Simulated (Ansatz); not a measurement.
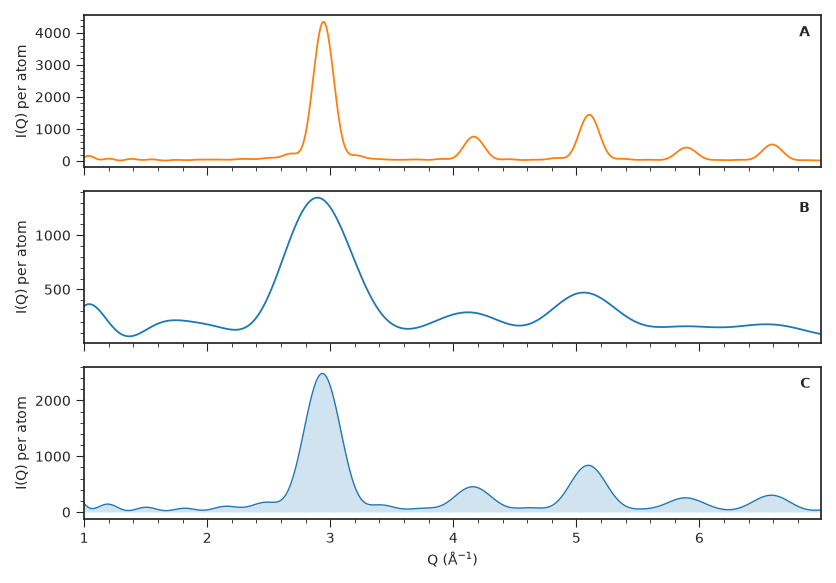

X-ray scattering of spheres cut from the crystal structure of Zn (Im-3m, a = 3.013 Å, b = 3.013 Å, c = 3.013 Å, α = 90.00°, β = 90.00°, γ = 90.00°), calculated atom by atom with the Debye equation (B = 0.5 Å², no relaxation of the surface). Basis of the simulation: the end point of a relaxation with DFT, LDA (PW92), plane waves (420 eV) with PAW, scalar-relativistic (Ansatz); the starting structure was generated, so it need not be a known form of this composition.

The spheres are 10, 20 and 36 Å across. Which curve is which?

curve A: 36 Å (1807 atoms); curve B: 10 Å (51 atoms); curve C: 20 Å (331 atoms). Peak widths go roughly as 2π/D, so the largest sphere has the sharpest peaks.

Index the main peaks of the largest sphere.

Q ≈ 2.95 Å⁻¹: 110; Q ≈ 4.17 Å⁻¹: 200; Q ≈ 5.10 Å⁻¹: 211; Q ≈ 5.89 Å⁻¹: 220; Q ≈ 6.59 Å⁻¹: 310.
